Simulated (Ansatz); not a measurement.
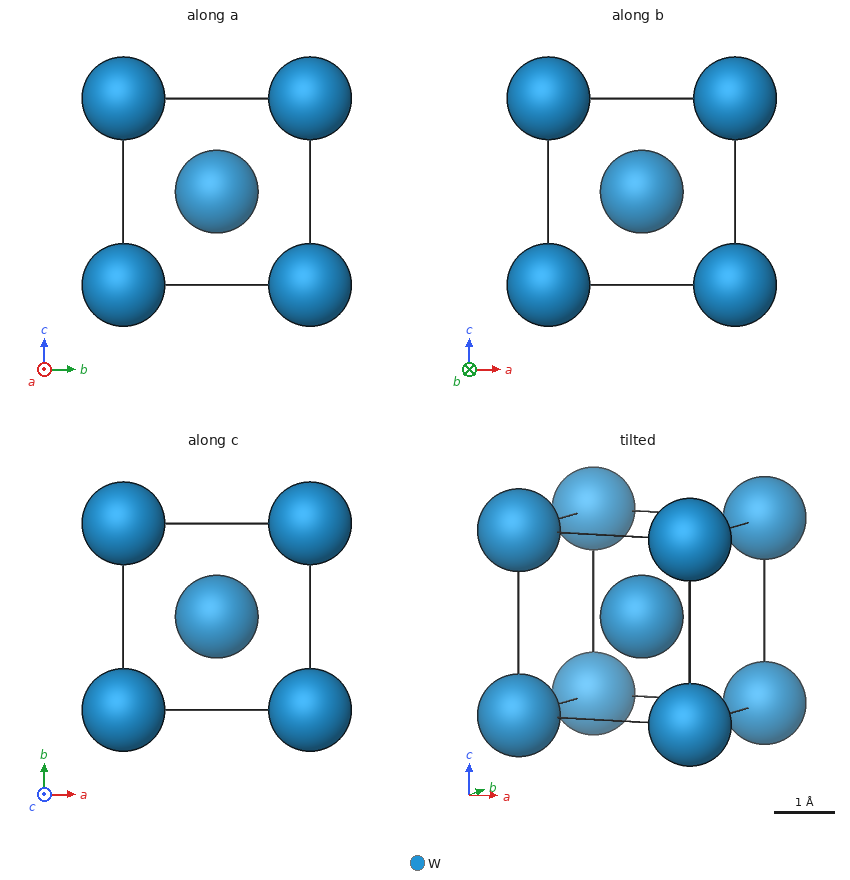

The structure above is drawn in spheres-only style and viewed along the a axis, along the b axis, along the c axis and slightly off an axis. The conventional unit cell is drawn as a box.

Lattice parameters: a = 3.1530 Å, b = 3.1530 Å, c = 3.1530 Å, α = 90.000°, β = 90.000°, γ = 90.000°.

Q: Reconstruct the structure as a CIF with its space group and independent sites.

A:
```cif
data_structure
_symmetry_space_group_name_H-M 'I m -3 m'
_symmetry_Int_Tables_number 229
_cell_length_a 3.1530
_cell_length_b 3.1530
_cell_length_c 3.1530
_cell_angle_alpha 90.000
_cell_angle_beta 90.000
_cell_angle_gamma 90.000
_cell_volume 31.35
loop_
_atom_site_label
_atom_site_type_symbol
_atom_site_symmetry_multiplicity
_atom_site_Wyckoff_symbol
_atom_site_fract_x
_atom_site_fract_y
_atom_site_fract_z
_atom_site_occupancy
W1 W 2 a 0.0000 0.0000 0.0000 1
```

The structure was taken from the standard structure of this element. The cell was then strained or its atoms displaced on purpose. It went into a calculation with Ansatz.
